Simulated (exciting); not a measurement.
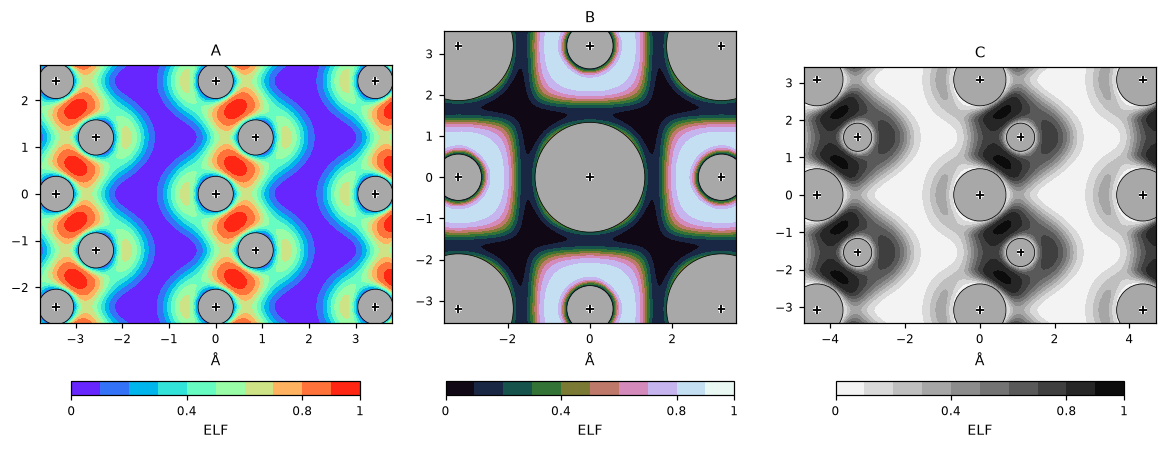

The ELF of 3 systems, each on a plane through atoms (crosses mark nuclei in the plane; grey discs cover the cores).

Level of theory: exciting, Kohn-Sham DFT of a periodic cell, LDA, all-electron LAPW+lo, shipped species files.

System 1: SiC, the (101) plane of the conventional cell. Space group F-43m; spin-polarised.

System 2: BaS, the (001) plane of the conventional cell. Space group Fm-3m.

```cif
data_structure
_symmetry_space_group_name_H-M 'P 1'
_symmetry_Int_Tables_number 1
_cell_length_a 6.3875
_cell_length_b 6.3875
_cell_length_c 6.3875
_cell_angle_alpha 90.000
_cell_angle_beta 90.000
_cell_angle_gamma 90.000
_cell_volume 260.61
loop_
_atom_site_label
_atom_site_type_symbol
_atom_site_fract_x
_atom_site_fract_y
_atom_site_fract_z
_atom_site_occupancy
Ba1 Ba 0.00000 0.00000 0.00000 1
Ba2 Ba 0.50000 0.50000 0.00000 1
Ba3 Ba 0.50000 0.00000 0.50000 1
Ba4 Ba 0.00000 0.50000 0.50000 1
S1 S 0.50000 0.00000 0.00000 1
S2 S 0.00000 0.50000 0.00000 1
S3 S 0.00000 0.00000 0.50000 1
S4 S 0.50000 0.50000 0.50000 1
```

System 3: C, the (101) plane of the conventional cell. Space group Fd-3m.

```yaml
crystal:
  lattice:
    - [3.41795, 0.00000, 0.00000]
    - [0.00000, 3.41795, 0.00000]
    - [0.00000, 0.00000, 3.41795]
  atoms:
    - { symbol: C, position: [0.25000, 0.25000, 0.25000] }
    - { symbol: C, position: [0.75000, 0.75000, 0.25000] }
    - { symbol: C, position: [0.75000, 0.25000, 0.75000] }
    - { symbol: C, position: [0.25000, 0.75000, 0.75000] }
    - { symbol: C, position: [0.00000, 0.00000, 0.00000] }
    - { symbol: C, position: [0.50000, 0.50000, 0.00000] }
    - { symbol: C, position: [0.50000, 0.00000, 0.50000] }
    - { symbol: C, position: [0.00000, 0.50000, 0.50000] }
```

Match each panel to its system.

Answer. Panel A is system 3, C: the plane holds C. C–C (1.48 Å): the ELF peaks at about 0.95 between the atoms (a shared electron pair). Panel B is system 2, BaS: the plane holds Ba and S. Ba–S (3.19 Å): the ELF peaks at about 0.85 in the valence shell of S, 0.9 Å from its nucleus, and drops to about 0.15 between the two atoms; an ionic contact with no shared pair. Panel C is system 1, SiC: the plane holds Si and C. Si–C (1.89 Å): the ELF peaks at about 0.90 between the atoms (a covalent bond).
